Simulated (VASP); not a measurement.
Ge: single-point calculation (part 2 of 2)

Ge (Fd-3m, 16 atoms in the cell); Kohn-Sham DFT of a periodic cell, PBEsol, VASP PAW PBE potentials, recommended, no spin polarisation (VASP 6.6.1); cutoff 350 eV, 2×2×2 k-mesh, Gaussian smearing of 0.05 eV. The structure derives from an entry of the Crystallography Open Database. The run did not end well. It belongs to a series of runs on one base structure; here: grid = ENCUT=350 dk=0.9 cell=2x2x2 ISMEAR=0 SIGMA=0.05 LREAL=Auto EDIFF=1e-06. The settings are looser than a standard set-up, so the numbers are not reference values.

Geometry of the input (Å; fractional positions):
```
0.0000  5.6578  5.6578
5.6578  0.0000  5.6578
5.6578  5.6578  0.0000
Ge 0.3750  0.3750  0.3750
Ge 0.3750  0.3750  0.8750
Ge 0.3750  0.8750  0.3750
Ge 0.3750  0.8750  0.8750
Ge 0.8750  0.3750  0.3750
Ge 0.8750  0.3750  0.8750
Ge 0.8750  0.8750  0.3750
Ge 0.8750  0.8750  0.8750
Ge 0.2500  0.2500  0.2500
Ge 0.2500  0.2500  0.7500
Ge 0.2500  0.7500  0.2500
Ge 0.2500  0.7500  0.7500
Ge 0.7500  0.2500  0.2500
Ge 0.7500  0.2500  0.7500
Ge 0.7500  0.7500  0.2500
Ge 0.7500  0.7500  0.7500
```

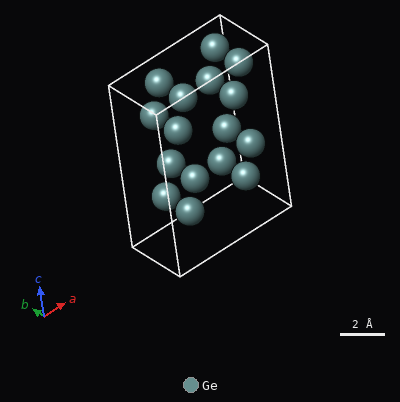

*The input geometry (spheres-only view of the cell of the calculation, seen slightly off an axis). An atom can appear more than once, as a periodic image.*

## Parts of OUTCAR, continued
```
 k-point     2 :       0.5000    0.0000    0.0000
  band No.  band energies     occupation
      1     -19.8657      2.00000
      2     -19.8657      2.00000
      3     -19.8657      2.00000
      4     -19.8657      2.00000
      5     -19.8657      2.00000
      6     -19.8657      2.00000
      7     -19.8504      2.00000
      8     -19.8504      2.00000
      9     -19.8504      2.00000
     10     -19.8504      2.00000
     11     -19.8504      2.00000
     12     -19.8504      2.00000
     13     -19.8382      2.00000
     14     -19.8382      2.00000
     15     -19.8382      2.00000
     16     -19.8382      2.00000
     17     -19.8111      2.00000
     18     -19.8111      2.00000
     19     -19.7824      2.00000
     20     -19.7824      2.00000
     21     -19.7824      2.00000
     22     -19.7824      2.00000
     23     -19.7824      2.00000
     24     -19.7824      2.00000
     25     -19.7552      2.00000
     26     -19.7552      2.00000
     27     -19.7552      2.00000
     28     -19.7552      2.00000
     29     -19.7145      2.00000
     30     -19.7145      2.00000
     31     -19.7145      2.00000
     32     -19.7145      2.00000
     33     -19.7145      2.00000
     34     -19.7145      2.00000
     35     -19.6948      2.00000
     36     -19.6948      2.00000
     37     -19.6948      2.00000
     38     -19.6948      2.00000
     39     -19.6948      2.00000
     40     -19.6948      2.00000
     41     -19.6759      2.00000
     42     -19.6759      2.00000
     43     -19.6759      2.00000
     44     -19.6759      2.00000
     45     -19.6759      2.00000
     46     -19.6759      2.00000
     47     -19.6273      2.00000
     48     -19.6273      2.00000
     49     -19.6273      2.00000
     50     -19.6273      2.00000
     51     -19.6273      2.00000
     52     -19.6273      2.00000
     53     -19.5974      2.00000
     54     -19.5974      2.00000
     55     -19.5974      2.00000
     56     -19.5974      2.00000
     57     -19.5957      2.00000
     58     -19.5957      2.00000
     59     -19.5957      2.00000
     60     -19.5957      2.00000
     61     -19.5957      2.00000
     62     -19.5957      2.00000
     63     -19.5817      2.00000
     64     -19.5817      2.00000
     65     -19.5373      2.00000
     66     -19.5373      2.00000
     67     -19.5373      2.00000
     68     -19.5373      2.00000
     69     -19.5224      2.00000
     70     -19.5224      2.00000
     71     -19.5224      2.00000
     72     -19.5224      2.00000
     73     -19.5224      2.00000
     74     -19.5224      2.00000
     75     -19.5078      2.00000
     76     -19.5078      2.00000
     77     -19.5078      2.00000
     78     -19.5078      2.00000
     79     -19.5078      2.00000
     80     -19.5078      2.00000
     81      -7.1501      2.00000
     82      -7.1501      2.00000
     83      -5.3847      2.00000
     84      -5.3847      2.00000
     85      -5.3847      2.00000
     86      -5.3847      2.00000
     87      -5.3847      2.00000
     88      -5.3847      2.00000
     89      -2.4952      2.00000
     90      -2.4952      2.00000
     91      -2.4952      2.00000
     92      -2.4952      2.00000
     93      -2.4952      2.00000
     94      -2.4952      2.00000
     95       0.1670      2.00000
     96       0.1670      2.00000
     97       1.1394      2.00000
     98       1.1394      2.00000
     99       1.1394      2.00000
    100       1.1394      2.00000
    101       1.1394      2.00000
    102       1.1394      2.00000
    103       2.4857      2.00000
    104       2.4857      2.00000
    105       2.4857      2.00000
    106       2.4857      2.00000
    107       2.4858      2.00000
    108       2.4858      2.00000
    109       4.0171      2.00000
    110       4.0171      2.00000
    111       4.0171      2.00000
    112       4.0171      2.00000
    113       5.5186      0.00000
    114       5.5186      0.00000
    115       6.2354      0.00000
    116       6.2354      0.00000
    117       6.2355      0.00000
    118       6.2355      0.00000
    119       6.2355      0.00000
    120       6.2355      0.00000

 k-point     3 :       0.5000    0.5000    0.0000
  band No.  band energies     occupation
      1     -19.8679      2.00000
      2     -19.8679      2.00000
      3     -19.8679      2.00000
      4     -19.8679      2.00000
      5     -19.8608      2.00000
      6     -19.8608      2.00000
      7     -19.8608      2.00000
      8     -19.8608      2.00000
      9     -19.8534      2.00000
     10     -19.8534      2.00000
     11     -19.8534      2.00000
     12     -19.8534      2.00000
     13     -19.8381      2.00000
     14     -19.8381      2.00000
     15     -19.8381      2.00000
     16     -19.8381      2.00000
     17     -19.8267      2.00000
     18     -19.8267      2.00000
     19     -19.7757      2.00000
     20     -19.7757      2.00000
     21     -19.7757      2.00000
     22     -19.7757      2.00000
     23     -19.7495      2.00000
     24     -19.7495      2.00000
     25     -19.7394      2.00000
     26     -19.7394      2.00000
     27     -19.7394      2.00000
     28     -19.7394      2.00000
     29     -19.7253      2.00000
     30     -19.7253      2.00000
     31     -19.7253      2.00000
     32     -19.7253      2.00000
     33     -19.7141      2.00000
     34     -19.7141      2.00000
     35     -19.7116      2.00000
     36     -19.7116      2.00000
     37     -19.7116      2.00000
     38     -19.7116      2.00000
     39     -19.6761      2.00000
     40     -19.6761      2.00000
     41     -19.6761      2.00000
     42     -19.6761      2.00000
     43     -19.6593      2.00000
     44     -19.6593      2.00000
     45     -19.6436      2.00000
     46     -19.6436      2.00000
     47     -19.6436      2.00000
     48     -19.6436      2.00000
     49     -19.6391      2.00000
     50     -19.6391      2.00000
     51     -19.6391      2.00000
     52     -19.6391      2.00000
     53     -19.6195      2.00000
     54     -19.6195      2.00000
     55     -19.6195      2.00000
     56     -19.6195      2.00000
     57     -19.6063      2.00000
     58     -19.6063      2.00000
     59     -19.6063      2.00000
     60     -19.6063      2.00000
     61     -19.5897      2.00000
     62     -19.5897      2.00000
     63     -19.5452      2.00000
     64     -19.5452      2.00000
     65     -19.5426      2.00000
     66     -19.5426      2.00000
     67     -19.5426      2.00000
     68     -19.5426      2.00000
     69     -19.5187      2.00000
     70     -19.5187      2.00000
     71     -19.5187      2.00000
     72     -19.5187      2.00000
     73     -19.5154      2.00000
     74     -19.5154      2.00000
     75     -19.5154      2.00000
     76     -19.5154      2.00000
     77     -19.5040      2.00000
     78     -19.5040      2.00000
     79     -19.5040      2.00000
     80     -19.5040      2.00000
     81      -6.8814      2.00000
     82      -6.8814      2.00000
     83      -6.0022      2.00000
     84      -6.0022      2.00000
     85      -6.0022      2.00000
     86      -6.0022      2.00000
     87      -3.8962      2.00000
     88      -3.8962      2.00000
     89      -3.8962      2.00000
     90      -3.8962      2.00000
     91      -1.6359      2.00000
     92      -1.6359      2.00000
     93      -1.6359      2.00000
     94      -1.6359      2.00000
     95       0.1816      2.00000
     96       0.1816      2.00000
     97       0.9565      2.00000
     98       0.9565      2.00000
     99       0.9565      2.00000
    100       0.9565      2.00000
    101       0.9957      2.00000
    102       0.9957      2.00000
    103       0.9957      2.00000
    104       0.9957      2.00000
    105       2.8510      2.00000
    106       2.8510      2.00000
    107       2.8510      2.00000
    108       2.8510      2.00000
    109       3.3908      2.00000
    110       3.3908      2.00000
    111       3.3908      2.00000
    112       3.3908      2.00000
    113       5.8345      0.00000
    114       5.8345      0.00000
    115       6.8087      0.00000
    116       6.8087      0.00000
    117       6.8087      0.00000
    118       6.8087      0.00000
    119       7.5834      0.00000
    120       7.5834      0.00000

------------------------ aborting loop EDIFF was not reached (unconverged)  ----------------------------

  FORCE on cell =-STRESS in cart. coord.  units (eV):
  Direction    XX          YY          ZZ          XY          YZ          ZX
  --------------------------------------------------------------------------------------
  -------------------------------------------------------------------------------------
  Total        2.7512978      2.7512978      2.7512978      0.0000000      0.0000000      0.0000000
  in kB       12.1694462     12.1694462     12.1694462      0.0000000      0.0000000      0.0000000
  external PRESSURE =      12.1694462 kB  Pullay stress =       0.0000000 kB

 VOLUME and BASIS-vectors are now :
 -----------------------------------------------------------------------------
  energy-cutoff  :      350.00
  volume of cell :      362.22
      direct lattice vectors                 reciprocal lattice vectors
     0.000000000  5.657820000  5.657820000    -0.088373260  0.088373260  0.088373260
     5.657820000  0.000000000  5.657820000     0.088373260 -0.088373260  0.088373260
     5.657820000  5.657820000  0.000000000     0.088373260  0.088373260 -0.088373260

 POSITION                                       TOTAL-FORCE (eV/Angst)
 -----------------------------------------------------------------------------------
      4.24336      4.24336      4.24336         0.000000      0.000000      0.000000
      7.07227      7.07227      4.24336         0.000000      0.000000      0.000000
      7.07227      4.24336      7.07227         0.000000      0.000000      0.000000
      9.90118      7.07227      7.07227         0.000000      0.000000      0.000000
      4.24336      7.07227      7.07227         0.000000      0.000000      0.000000
      7.07227      9.90118      7.07227         0.000000      0.000000      0.000000
      7.07227      7.07227      9.90118         0.000000      0.000000      0.000000
      9.90118      9.90118      9.90118         0.000000      0.000000      0.000000
      2.82891      2.82891      2.82891        -0.000000     -0.000000     -0.000000
      5.65782      5.65782      2.82891        -0.000000     -0.000000     -0.000000
      5.65782      2.82891      5.65782        -0.000000     -0.000000     -0.000000
      8.48673      5.65782      5.65782        -0.000000     -0.000000     -0.000000
      2.82891      5.65782      5.65782        -0.000000     -0.000000     -0.000000
      5.65782      8.48673      5.65782        -0.000000     -0.000000     -0.000000
      5.65782      5.65782      8.48673        -0.000000     -0.000000     -0.000000
      8.48673      8.48673      8.48673        -0.000000     -0.000000     -0.000000
 -----------------------------------------------------------------------------------
    total drift:                               -0.000012     -0.000012     -0.000013

  FREE ENERGIE OF THE ION-ELECTRON SYSTEM (eV)
  ---------------------------------------------------
  free  energy   TOTEN  =       -76.8590121342 eV

  energy  without entropy=      -76.8473141447  energy(sigma->0) =      -76.85316314
```

## CONTCAR
```
Ge
   1.00000000000000
     0.0000000000000000    5.6578200000000001    5.6578200000000001
     5.6578200000000001    0.0000000000000000    5.6578200000000001
     5.6578200000000001    5.6578200000000001    0.0000000000000000
  Ge
    16
Direct
     0.3750000000000000    0.3750000000000000    0.3750000000000000
     0.3750000000000000    0.3750000000000000    0.8750000000000000
     0.3750000000000000    0.8750000000000000    0.3750000000000000
     0.3750000000000000    0.8750000000000000    0.8750000000000000
     0.8750000000000000    0.3750000000000000    0.3750000000000000
     0.8750000000000000    0.3750000000000000    0.8750000000000000
     0.8750000000000000    0.8750000000000000    0.3750000000000000
     0.8750000000000000    0.8750000000000000    0.8750000000000000
     0.2500000000000000    0.2500000000000000    0.2500000000000000
     0.2500000000000000    0.2500000000000000    0.7500000000000000
     0.2500000000000000    0.7500000000000000    0.2500000000000000
     0.2500000000000000    0.7500000000000000    0.7500000000000000
     0.7500000000000000    0.2500000000000000    0.2500000000000000
     0.7500000000000000    0.2500000000000000    0.7500000000000000
     0.7500000000000000    0.7500000000000000    0.2500000000000000
     0.7500000000000000    0.7500000000000000    0.7500000000000000

  0.00000000E+00  0.00000000E+00  0.00000000E+00
  0.00000000E+00  0.00000000E+00  0.00000000E+00
  0.00000000E+00  0.00000000E+00  0.00000000E+00
  0.00000000E+00  0.00000000E+00  0.00000000E+00
  0.00000000E+00  0.00000000E+00  0.00000000E+00
  0.00000000E+00  0.00000000E+00  0.00000000E+00
  0.00000000E+00  0.00000000E+00  0.00000000E+00
  0.00000000E+00  0.00000000E+00  0.00000000E+00
  0.00000000E+00  0.00000000E+00  0.00000000E+00
  0.00000000E+00  0.00000000E+00  0.00000000E+00
  0.00000000E+00  0.00000000E+00  0.00000000E+00
  0.00000000E+00  0.00000000E+00  0.00000000E+00
  0.00000000E+00  0.00000000E+00  0.00000000E+00
  0.00000000E+00  0.00000000E+00  0.00000000E+00
  0.00000000E+00  0.00000000E+00  0.00000000E+00
  0.00000000E+00  0.00000000E+00  0.00000000E+00
```
